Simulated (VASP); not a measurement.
Cr

```
Cr
1.0
     2.54246    0.00000    0.00000
    -1.27123    2.20183    0.00000
     0.00000    0.00000    2.37561
Cr
1
Direct
  0.00000 0.00000 0.00000
```

Space group P6/mmm; a generated structure, not necessarily the stable one; computed pressure about −16 GPa in this cell; spin-polarised.

All numbers below come from VASP 6.6.1, Kohn-Sham DFT of a periodic cell, r2SCAN, VASP PAW PBE potentials, recommended.

> What will maps of the valence pseudo-density show?

Cr–Cr (2.38 Å): the density is about 0.47 e/Å³ at the midpoint.
Cr–Cr (2.54 Å): ρ at the midpoint is about 0.34 e/Å³.

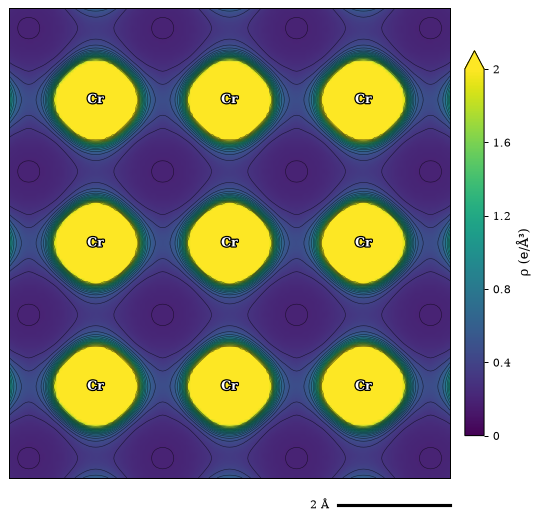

Computed valence pseudo-density on the (11̄0) plane of the conventional cell. 

Core electrons are frozen (PAW), and the valence fields are smoothed inside the atomic spheres.
